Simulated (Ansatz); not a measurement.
## Geometry relaxation, with input and output: Mo₅Si (part 1 of 2)

Mo₅Si (slab, 6 atoms in the cell), computed with DFT LDA, scalar-relativistic, plane waves, PAW, no spin polarisation (Ansatz 0.2.0).

The structure derives from an entry of the Crystallography Open Database. The input holds or restrains some coordinates. Forces given for the steps count only the free coordinates. Figures and captions count atoms from 1; the log counts them from 0 in places.

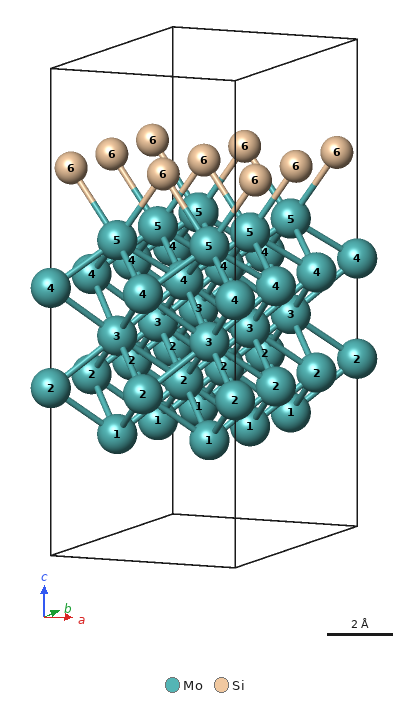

**Figure 1.** The input geometry (ball-and-stick view of the 2 × 3 repeat of the cell, with the vacuum cut short, seen slightly off an axis; atoms are numbered from 1 in the order of the input). An atom can appear more than once, as a periodic image. Near neighbours in the periodic cell (some may lie outside the picture): Mo has 4 Mo at 2.69 Å; Mo has 8 Mo at 2.59 to 2.73 Å; Mo has 4 Mo at 2.59 Å and 2 Si at 2.66 Å; Si has 2 Mo at 2.66 Å.

**Input file**
```yaml
crystal:
  lattice:
    - [3.1113246204, 0.0, 0.0]
    - [0.0, 3.1113246204, 0.0]
    - [0.0, 0.0, 25.2226492409]
  atoms:
    - { symbol: Mo, position: [0.5, 0.5, 0.3369986998] }
    - { symbol: Mo, position: [0.0, 0.0, 0.398675897] }
    - { symbol: Mo, position: [0.5, 0.5, 0.4587746558] }
    - { symbol: Mo, position: [0.0, 0.0, 0.522861545] }
    - { symbol: Mo, position: [0.5, 0.5, 0.5771433068] }
    - { symbol: Si, position: [0.0, 0.5, 0.6627806234] }
basis:
  ecutwfc: 420
kpoints:
  mp_grid: { grid: [9, 9, 1] }
hamiltonian:
  xc: lda
scf:
  occupations: { method: gaussian, width: 0.1 }
output:
  forces: true
  eigenvalues: true
  write_density: true
  write_potential: true
  elf: true
  volumetric_format: npy
relax:
  adjacent_minimum: "off"
  f_tol: 0.03
  max_steps: 70
  constraints: [{ sites: [0, 1] }]
efield:
  axis: 3
  dipole_correction: true
```

Run as:
```bash
ansatz run input.yaml --threads 1 --pin off --max-ram 2560MiB --backend cpu --events-out ev --progress --plain --runs-dir out
```

**The program's output**
```
Engine: ansatz 0.2.0, aarch64-unknown-linux-gnu
Pseudopotentials: kind: paw
Pseudopotential: Mo, paw, valence charge 14, recommended cutoff 420 eV (normal), Mo.paw.azcp
Pseudopotential: Si, paw, valence charge 4, recommended cutoff 420 eV (normal), Si.paw.azcp
Functional definition: SPW92
  exchange = slater_x
  correlation = pw_c
Crystal: 6 atoms, lattice volume = 244.164 Å³
Basis set: ecut = 420 eV, 4821 PW (Γ)
Bands: 45, of which v1, the nominal top of the filled ones, is band 37 counted from 1 (36 counted from 0)
Symmetry: 4 space group operations
Space group: Pmm2 (ITA 25), of the structure as read, at distance tolerance 6.3e-5 Å
k-points: 25 of 81
Non-local potential: Mo, projectors of the file, l = 0: 3, l = 1: 2, l = 2: 2, l = 3: 1
Non-local potential: Si, projectors of the file, l = 0: 2, l = 1: 2, l = 2: 2
PAW form: soft (Blöchl's): semilocal exchange-correlation on the pseudo side does not see the compensation charge
PAW frozen core: Mo, regenerated for the run's functional, and the local potential with it (the file was generated under x = pbe(κ = 0.804, μ = 0.2195149727645171), c = pbe(β = 0.06672455060314922))
PAW frozen core: Si, regenerated for the run's functional, and the local potential with it (the file was generated under x = pbe(κ = 0.804, μ = 0.2195149727645171), c = pbe(β = 0.06672455060314922))
PAW one-centre angular grid: Mo, 590 points (default); XC on 64 Gauss nodes
PAW one-centre angular grid: Si, 110 points (default); XC on 64 Gauss nodes
Initial density: superposition of atomic densities (neutral atoms: chi_scale 0, normalization atom), corrected by the library's trained network
Initial wavefunctions: pseudopotential atomic-orbital guess
Functional: x = slater, c = lda
SCF iter   1: F=—  HF=-24818.500533 eV  |F-HF|=—  |Δ(HF+E_count)|=         —  Δρ=1.07e-2  dr2=4.18e0  ethr=1.77e-3  p=-0.032 e·Å  D=-2.40e-2 V/Å  ΔV_dip=0.61 eV  dr2_dipole=1.73e0  V_vac-E_F(+/−)=4.96/4.35 eV  ⟨swp⟩=8.7  Hψ=5534  notcnv=0
efield: sawtooth ramp at fractional position 0.9499 (placed from the atoms, in the widest stretch of the axis that holds none; the zero of the levels goes with the place), width 0.1000; the density the first Hamiltonian is built on has a dipole p = -0.032 e·Å; the dipole correction subtracts the counter field D = -2.40e-2 V/Å, which shifts the + side's vacuum level by +0.61 eV against the − side's; the planar-averaged density in the ramp window peaks in size at 1.5e-5 e/Å³
preconditioner: auto → LDOS  [metal: Δε(μ)=0.013 eV  Ē_g=4.108 eV  σ=0.100 eV  W_gap=0.08  n_scr=44 (ndim 8)  ℏωp=13.9 eV  f_vac=0.530  D(μ)=5.88/eV (n_scr^D=36)  β→1.0]
SCF iter   2: F=—  HF=-24818.442173 eV  |F-HF|=—  |Δ(HF+E_count)|=   5.84e-2  Δρ=7.26e-3  dr2=2.23e0  ethr=1.77e-3  p=-0.070 e·Å  D=-5.21e-2 V/Å  ΔV_dip=1.31 eV  dr2_dipole=1.18e0  V_vac-E_F(+/−)=5.57/4.26 eV  ⟨swp⟩=2.0  Hψ=1446  notcnv=0  defer=37
SCF iter   3: F=—  HF=-24818.391025 eV  |F-HF|=—  |Δ(HF+E_count)|=   5.11e-2  Δρ=1.36e-3  dr2=7.73e-2  ethr=1.77e-3  p=-0.053 e·Å  D=-3.90e-2 V/Å  ΔV_dip=0.98 eV  dr2_dipole=3.48e-2  V_vac-E_F(+/−)=5.30/4.32 eV  ⟨swp⟩=1.5  Hψ=1103  notcnv=0  defer=37
SCF iter   4: F=—  HF=-24818.391491 eV  |F-HF|=—  |Δ(HF+E_count)|=   4.66e-4  Δρ=5.89e-4  dr2=2.29e-3  ethr=1.05e-4  p=-0.054 e·Å  D=-3.99e-2 V/Å  ΔV_dip=1.01 eV  dr2_dipole=2.69e-5  V_vac-E_F(+/−)=5.33/4.32 eV  ⟨swp⟩=1.4  Hψ=1313  notcnv=0  defer=35
SCF iter   5: F=—  HF=-24818.391154 eV  |F-HF|=—  |Δ(HF+E_count)|=   3.37e-4  Δρ=1.53e-4  dr2=4.93e-4  ethr=3.10e-6  p=-0.054 e·Å  D=-4.03e-2 V/Å  ΔV_dip=1.02 eV  dr2_dipole=2.90e-4  V_vac-E_F(+/−)=5.34/4.32 eV  ⟨swp⟩=2.0  Hψ=1532  notcnv=0  defer=33
SCF iter   6: F=—  HF=-24818.391167 eV  |F-HF|=—  |Δ(HF+E_count)|=   1.36e-5  Δρ=7.95e-5  dr2=8.21e-5  ethr=6.66e-7  p=-0.054 e·Å  D=-4.01e-2 V/Å  ΔV_dip=1.01 eV  dr2_dipole=3.57e-5  V_vac-E_F(+/−)=5.34/4.33 eV  ⟨swp⟩=1.7  Hψ=1144  notcnv=0  defer=33
SCF iter   7: F=-24818.391166 eV  HF=-24818.391168 eV  |F-HF|=1.93e-6  |Δ(HF+E_count)|=   2.55e-7  Δρ=2.00e-5  dr2=4.24e-6  ethr=3.04e-8  p=-0.054 e·Å  D=-4.00e-2 V/Å  ΔV_dip=1.01 eV  dr2_dipole=1.58e-7  V_vac-E_F(+/−)=5.35/4.34 eV  ⟨swp⟩=23.2  Hψ=12109  notcnv=0
SCF 1 converged in 7 iterations: F = -24818.391166 eV  dr2 = 4.24e-6
  Residual-converged pass: ⟨swp⟩=1.1  Hψ=1227  notcnv=0  max |occ|·‖R‖ = 7.0e-9 eV (tolerance 1.0e-8 eV)  dr2=4.24e-6  dr2_onsite=1.88e-8  max |Δocc| = 3.0e-10
  greatest PAW one-centre occupation: 0.999 electrons in one spin orbital (limit 2), on the Mo atom at site 3 (counted from 0), in its partial waves of l = 0
relax step   1: F+E_penalty+E_count = -24818.39116564 eV  Δ(F+E_penalty+E_count) = +0.000e0 eV  max|allowed force component| = 1.695e0 eV/Å  Δτ_max = 0.0000 Å  (7 SCF iters, dr2 threshold 2.25e-5 eV, accepted)
Initial density: handed on by an earlier stage of this run
Initial wavefunctions: those handed on with the density
iter 1 solved again at ethr=8.54e-4 eV; its pass at ethr=3.10e-3 eV (dr2=6.32e-1 eV) is discarded
SCF iter   1: F=—  HF=-24818.583573 eV  |F-HF|=—  |Δ(HF+E_count)|=         —  Δρ=9.20e-3  dr2=6.64e-1  ethr=8.54e-4  p=-0.054 e·Å  D=-4.00e-2 V/Å  ΔV_dip=1.01 eV  dr2_dipole=2.07e-2  V_vac-E_F(+/−)=5.37/4.36 eV  ⟨swp⟩=1.6  Hψ=3969  notcnv=0  defer=41
efield: sawtooth ramp at fractional position 0.9499 (handed on by an earlier solve), width 0.1000; the density the first Hamiltonian is built on has a dipole p = -0.054 e·Å; the dipole correction subtracts the counter field D = -4.00e-2 V/Å, which shifts the + side's vacuum level by +1.01 eV against the − side's; the planar-averaged density in the ramp window peaks in size at 1.6e-6 e/Å³
preconditioner: auto → LDOS  [metal: Δε(μ)=0.011 eV  Ē_g=4.075 eV  σ=0.100 eV  W_gap=0.06  n_scr=44 (ndim 8)  ℏωp=13.9 eV  f_vac=0.533  D(μ)=6.89/eV (n_scr^D=54)  β→1.0]
SCF iter   2: F=—  HF=-24818.555832 eV  |F-HF|=—  |Δ(HF+E_count)|=   2.77e-2  Δρ=7.42e-3  dr2=3.66e-1  ethr=8.54e-4  p=-0.046 e·Å  D=-3.40e-2 V/Å  ΔV_dip=0.86 eV  dr2_dipole=6.24e-5  V_vac-E_F(+/−)=5.22/4.36 eV  ⟨swp⟩=3.0  Hψ=1792  notcnv=0  defer=41
SCF iter   3: F=—  HF=-24818.522524 eV  |F-HF|=—  |Δ(HF+E_count)|=   3.33e-2  Δρ=1.77e-3  dr2=2.54e-2  ethr=4.95e-4  p=-0.047 e·Å  D=-3.52e-2 V/Å  ΔV_dip=0.89 eV  dr2_dipole=4.98e-4  V_vac-E_F(+/−)=5.26/4.37 eV  ⟨swp⟩=2.2  Hψ=1690  notcnv=0  defer=37
SCF iter   4: F=—  HF=-24818.520140 eV  |F-HF|=—  |Δ(HF+E_count)|=   2.38e-3  Δρ=3.29e-4  dr2=9.35e-4  ethr=3.44e-5  p=-0.046 e·Å  D=-3.41e-2 V/Å  ΔV_dip=0.86 eV  dr2_dipole=7.60e-5  V_vac-E_F(+/−)=5.23/4.37 eV  ⟨swp⟩=2.0  Hψ=1538  notcnv=0  defer=37
SCF iter   5: F=—  HF=-24818.519982 eV  |F-HF|=—  |Δ(HF+E_count)|=   1.58e-4  Δρ=1.34e-4  dr2=1.33e-4  ethr=1.26e-6  p=-0.045 e·Å  D=-3.34e-2 V/Å  ΔV_dip=0.84 eV  dr2_dipole=3.49e-6  V_vac-E_F(+/−)=5.22/4.38 eV  ⟨swp⟩=2.6  Hψ=1566  notcnv=0  defer=37
SCF iter   6: F=-24818.519968 eV  HF=-24818.519977 eV  |F-HF|=9.75e-6  |Δ(HF+E_count)|=   4.61e-6  Δρ=5.28e-5  dr2=1.42e-5  ethr=1.35e-7  p=-0.044 e·Å  D=-3.29e-2 V/Å  ΔV_dip=0.83 eV  dr2_dipole=5.88e-8  V_vac-E_F(+/−)=5.21/4.38 eV  ⟨swp⟩=21.8  Hψ=12568  notcnv=0
SCF 2 converged in 6 iterations: F = -24818.519968 eV  dr2 = 1.42e-5
  greatest PAW one-centre occupation: 0.999 electrons in one spin orbital (limit 2), on the Mo atom at site 1 (counted from 0), in its partial waves of l = 0
relax step   2: F+E_penalty+E_count = -24818.51996751 eV  Δ(F+E_penalty+E_count) = -1.288e-1 eV  max|allowed force component| = 3.939e-1 eV/Å  Δτ_max = 0.1401 Å  (6 SCF iters, dr2 threshold 1.00e-4 eV, accepted)
iter 1 solved again at ethr=3.78e-4 eV; its pass at ethr=3.10e-3 eV (dr2=2.80e-1 eV) is discarded
SCF iter   1: F=—  HF=-24818.551307 eV  |F-HF|=—  |Δ(HF+E_count)|=         —  Δρ=5.85e-3  dr2=2.52e-1  ethr=3.78e-4  p=-0.044 e·Å  D=-3.29e-2 V/Å  ΔV_dip=0.83 eV  dr2_dipole=3.27e-2  V_vac-E_F(+/−)=5.22/4.39 eV  ⟨swp⟩=1.8  Hψ=3786  notcnv=0  defer=37
efield: sawtooth ramp at fractional position 0.9499 (handed on by an earlier solve), width 0.1000; the density the first Hamiltonian is built on has a dipole p = -0.044 e·Å; the dipole correction subtracts the counter field D = -3.29e-2 V/Å, which shifts the + side's vacuum level by +0.83 eV against the − side's; the planar-averaged density in the ramp window peaks in size at 4.0e-6 e/Å³
preconditioner: auto → LDOS  [metal: Δε(μ)=0.004 eV  Ē_g=4.103 eV  σ=0.100 eV  W_gap=0.02  n_scr=44 (ndim 8)  ℏωp=13.9 eV  f_vac=0.537  D(μ)=6.84/eV (n_scr^D=54)  β→1.0]
SCF iter   2: F=—  HF=-24818.532268 eV  |F-HF|=—  |Δ(HF+E_count)|=   1.90e-2  Δρ=2.70e-3  dr2=2.91e-2  ethr=3.41e-4  p=-0.043 e·Å  D=-3.20e-2 V/Å  ΔV_dip=0.81 eV  dr2_dipole=3.36e-4  V_vac-E_F(+/−)=5.19/4.38 eV  ⟨swp⟩=2.1  Hψ=1692  notcnv=0  defer=37
SCF iter   3: F=—  HF=-24818.528145 eV  |F-HF|=—  |Δ(HF+E_count)|=   4.12e-3  Δρ=1.40e-3  dr2=1.08e-2  ethr=3.93e-5  p=-0.044 e·Å  D=-3.23e-2 V/Å  ΔV_dip=0.81 eV  dr2_dipole=1.14e-4  V_vac-E_F(+/−)=5.19/4.38 eV  ⟨swp⟩=3.0  Hψ=2065  notcnv=0  defer=37
SCF iter   4: F=—  HF=-24818.526802 eV  |F-HF|=—  |Δ(HF+E_count)|=   1.34e-3  Δρ=2.94e-4  dr2=5.39e-4  ethr=1.46e-5  p=-0.044 e·Å  D=-3.23e-2 V/Å  ΔV_dip=0.81 eV  dr2_dipole=3.13e-5  V_vac-E_F(+/−)=5.19/4.38 eV  ⟨swp⟩=2.1  Hψ=1470  notcnv=0  defer=37
SCF iter   5: F=—  HF=-24818.526810 eV  |F-HF|=—  |Δ(HF+E_count)|=   7.26e-6  Δρ=1.11e-4  dr2=1.32e-4  ethr=7.28e-7  p=-0.044 e·Å  D=-3.24e-2 V/Å  ΔV_dip=0.82 eV  dr2_dipole=5.56e-6  V_vac-E_F(+/−)=5.19/4.37 eV  ⟨swp⟩=2.0  Hψ=1660  notcnv=0  defer=37
iter 6 did not close the SCF: its close was put off until two iterations running show no level that it waits for move by more than its bar (scf_convergence_deferred on its scf_iter line)
SCF iter   6: F=-24818.526806 eV  HF=-24818.526808 eV  |F-HF|=2.54e-6  |Δ(HF+E_count)|=   1.44e-6  Δρ=2.20e-5  dr2=2.39e-6  ethr=1.31e-8  p=-0.044 e·Å  D=-3.25e-2 V/Å  ΔV_dip=0.82 eV  dr2_dipole=1.12e-6  V_vac-E_F(+/−)=5.19/4.37 eV  ⟨swp⟩=20.8  Hψ=12248  notcnv=0
SCF iter   7: F=-24818.526808 eV  HF=-24818.526808 eV  |F-HF|=2.99e-7  |Δ(HF+E_count)|=   4.04e-8  Δρ=7.57e-6  dr2=3.71e-7  ethr=3.23e-9  p=-0.044 e·Å  D=-3.26e-2 V/Å  ΔV_dip=0.82 eV  dr2_dipole=2.13e-7  V_vac-E_F(+/−)=5.19/4.37 eV  ⟨swp⟩=9.9  Hψ=9535  notcnv=0
SCF 3 converged in 7 iterations: F = -24818.526808 eV  dr2 = 3.71e-7
relax step   3: F+E_penalty+E_count = -24818.52680799 eV  Δ(F+E_penalty+E_count) = -6.840e-3 eV  max|allowed force component| = 1.893e-1 eV/Å  Δτ_max = 0.0964 Å  (7 SCF iters, dr2 threshold 9.70e-6 eV, accepted)
SCF iter   1: F=—  HF=-24818.537189 eV  |F-HF|=—  |Δ(HF+E_count)|=         —  Δρ=2.61e-3  dr2=5.64e-2  ethr=6.71e-4  p=-0.044 e·Å  D=-3.26e-2 V/Å  ΔV_dip=0.82 eV  dr2_dipole=9.98e-3  V_vac-E_F(+/−)=5.19/4.36 eV  ⟨swp⟩=2.4  Hψ=2108  notcnv=0  defer=38
efield: sawtooth ramp at fractional position 0.9499 (handed on by an earlier solve), width 0.1000; the density the first Hamiltonian is built on has a dipole p = -0.044 e·Å; the dipole correction subtracts the counter field D = -3.26e-2 V/Å, which shifts the + side's vacuum level by +0.82 eV against the − side's; the planar-averaged density in the ramp window peaks in size at 7.6e-7 e/Å³
preconditioner: auto → LDOS  [metal: Δε(μ)=0.010 eV  Ē_g=4.092 eV  σ=0.100 eV  W_gap=0.06  n_scr=44 (ndim 8)  ℏωp=13.9 eV  f_vac=0.535  D(μ)=7.05/eV (n_scr^D=54)  β→1.0]
SCF iter   2: F=—  HF=-24818.533341 eV  |F-HF|=—  |Δ(HF+E_count)|=   3.85e-3  Δρ=9.54e-4  dr2=5.58e-3  ethr=7.62e-5  p=-0.045 e·Å  D=-3.34e-2 V/Å  ΔV_dip=0.84 eV  dr2_dipole=1.13e-3  V_vac-E_F(+/−)=5.21/4.37 eV  ⟨swp⟩=2.0  Hψ=1603  notcnv=0  defer=38
SCF iter   3: F=—  HF=-24818.533001 eV  |F-HF|=—  |Δ(HF+E_count)|=   3.40e-4  Δρ=7.69e-4  dr2=2.45e-3  ethr=7.54e-6  p=-0.045 e·Å  D=-3.33e-2 V/Å  ΔV_dip=0.84 eV  dr2_dipole=1.54e-4  V_vac-E_F(+/−)=5.21/4.37 eV  ⟨swp⟩=2.8  Hψ=2049  notcnv=0  defer=38
SCF iter   4: F=—  HF=-24818.532444 eV  |F-HF|=—  |Δ(HF+E_count)|=   5.56e-4  Δρ=8.80e-5  dr2=4.79e-5  ethr=3.31e-6  p=-0.045 e·Å  D=-3.33e-2 V/Å  ΔV_dip=0.84 eV  dr2_dipole=1.83e-6  V_vac-E_F(+/−)=5.21/4.37 eV  ⟨swp⟩=2.8  Hψ=1905  notcnv=0  defer=38
SCF iter   5: F=—  HF=-24818.532533 eV  |F-HF|=—  |Δ(HF+E_count)|=   8.91e-5  Δρ=2.54e-5  dr2=4.33e-6  ethr=6.47e-8  p=-0.045 e·Å  D=-3.32e-2 V/Å  ΔV_dip=0.84 eV  dr2_dipole=2.37e-8  V_vac-E_F(+/−)=5.21/4.37 eV  ⟨swp⟩=2.7  Hψ=1941  notcnv=0  defer=38
SCF iter   6: F=-24818.532534 eV  HF=-24818.532534 eV  |F-HF|=1.99e-7  |Δ(HF+E_count)|=   7.04e-7  Δρ=8.92e-6  dr2=3.50e-7  ethr=3.03e-9  p=-0.045 e·Å  D=-3.31e-2 V/Å  ΔV_dip=0.84 eV  dr2_dipole=1.24e-7  V_vac-E_F(+/−)=5.21/4.37 eV  ⟨swp⟩=19.8  Hψ=10955  notcnv=0
SCF 4 converged in 6 iterations: F = -24818.532534 eV  dr2 = 3.50e-7
relax step   4: F+E_penalty+E_count = -24818.53253380 eV  Δ(F+E_penalty+E_count) = -5.726e-3 eV  max|allowed force component| = 3.808e-2 eV/Å  Δτ_max = 0.0441 Å  (6 SCF iters, dr2 threshold 2.24e-6 eV, accepted)
SCF iter   1: F=—  HF=-24818.532600 eV  |F-HF|=—  |Δ(HF+E_count)|=         —  Δρ=2.34e-4  dr2=7.20e-4  ethr=4.62e-6  p=-0.045 e·Å  D=-3.31e-2 V/Å  ΔV_dip=0.84 eV  dr2_dipole=9.22e-5  V_vac-E_F(+/−)=5.20/4.37 eV  ⟨swp⟩=2.0  Hψ=1810  notcnv=0  defer=1
efield: sawtooth ramp at fractional position 0.9499 (handed on by an earlier solve), width 0.1000; the density the first Hamiltonian is built on has a dipole p = -0.045 e·Å; the dipole correction subtracts the counter field D = -3.31e-2 V/Å, which shifts the + side's vacuum level by +0.84 eV against the − side's; the planar-averaged density in the ramp window peaks in size at 1.5e-6 e/Å³
preconditioner: auto → LDOS  [metal: Δε(μ)=0.010 eV  Ē_g=4.086 eV  σ=0.100 eV  W_gap=0.05  n_scr=44 (ndim 8)  ℏωp=13.9 eV  f_vac=0.535  D(μ)=7.00/eV (n_scr^D=54)  β→1.0]
SCF iter   2: F=—  HF=-24818.532570 eV  |F-HF|=—  |Δ(HF+E_count)|=   3.01e-5  Δρ=1.58e-4  dr2=1.85e-4  ethr=9.74e-7  p=-0.045 e·Å  D=-3.33e-2 V/Å  ΔV_dip=0.84 eV  dr2_dipole=3.67e-6  V_vac-E_F(+/−)=5.21/4.37 eV  ⟨swp⟩=2.0  Hψ=1594  notcnv=0  defer=1
SCF iter   3: F=—  HF=-24818.532561 eV  |F-HF|=—  |Δ(HF+E_count)|=   9.04e-6  Δρ=6.72e-5  dr2=4.11e-5  ethr=2.50e-7  p=-0.045 e·Å  D=-3.32e-2 V/Å  ΔV_dip=0.84 eV  dr2_dipole=4.31e-6  V_vac-E_F(+/−)=5.21/4.37 eV  ⟨swp⟩=2.2  Hψ=1519  notcnv=0  defer=1
SCF iter   4: F=—  HF=-24818.532648 eV  |F-HF|=—  |Δ(HF+E_count)|=   8.72e-5  Δρ=1.14e-5  dr2=2.64e-6  ethr=5.55e-8  p=-0.045 e·Å  D=-3.33e-2 V/Å  ΔV_dip=0.84 eV  dr2_dipole=4.83e-7  V_vac-E_F(+/−)=5.21/4.37 eV  ⟨swp⟩=2.1  Hψ=1479  notcnv=0  defer=1
SCF iter   5: F=—  HF=-24818.532648 eV  |F-HF|=—  |Δ(HF+E_count)|=   2.61e-7  Δρ=5.41e-6  dr2=2.94e-7  ethr=3.57e-9  p=-0.045 e·Å  D=-3.33e-2 V/Å  ΔV_dip=0.84 eV  dr2_dipole=3.30e-8  V_vac-E_F(+/−)=5.21/4.37 eV  ⟨swp⟩=2.0  Hψ=1502  notcnv=0  defer=1
SCF iter   6: F=-24818.532648 eV  HF=-24818.532648 eV  |F-HF|=6.50e-9  |Δ(HF+E_count)|=   4.41e-9  Δρ=1.05e-6  dr2=1.26e-8  ethr=1.35e-10  p=-0.045 e·Å  D=-3.33e-2 V/Å  ΔV_dip=0.84 eV  dr2_dipole=8.09e-10  V_vac-E_F(+/−)=5.21/4.37 eV  ⟨swp⟩=15.9  Hψ=9340  notcnv=0
SCF 5 converged in 6 iterations: F = -24818.532648 eV  dr2 = 1.26e-8
relax step   5: F+E_penalty+E_count = -24818.53264764 eV  Δ(F+E_penalty+E_count) = -1.138e-4 eV  max|allowed force component| = 6.569e-3 eV/Å  Δτ_max = 0.0048 Å  (6 SCF iters, accepted)
```

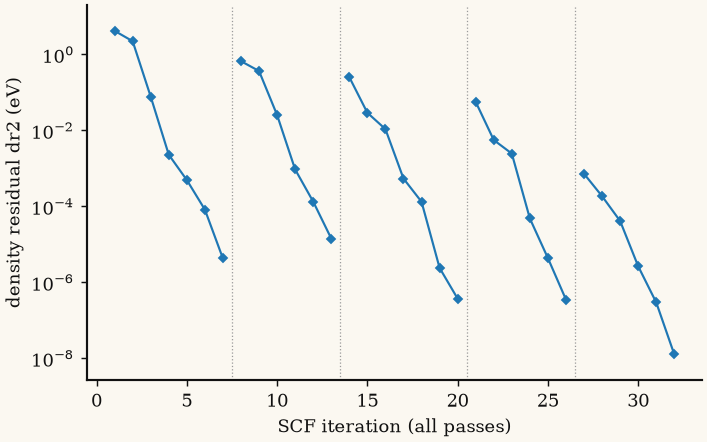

**Figure 2.** Convergence of the self-consistent field: density residual dr2 against the SCF iteration. The dotted lines part the SCF passes of the relaxation: geometry steps, rejected trials and re-solves on a re-selected basis. The 5 passes take 6 to 7 iterations each, 32 in all.
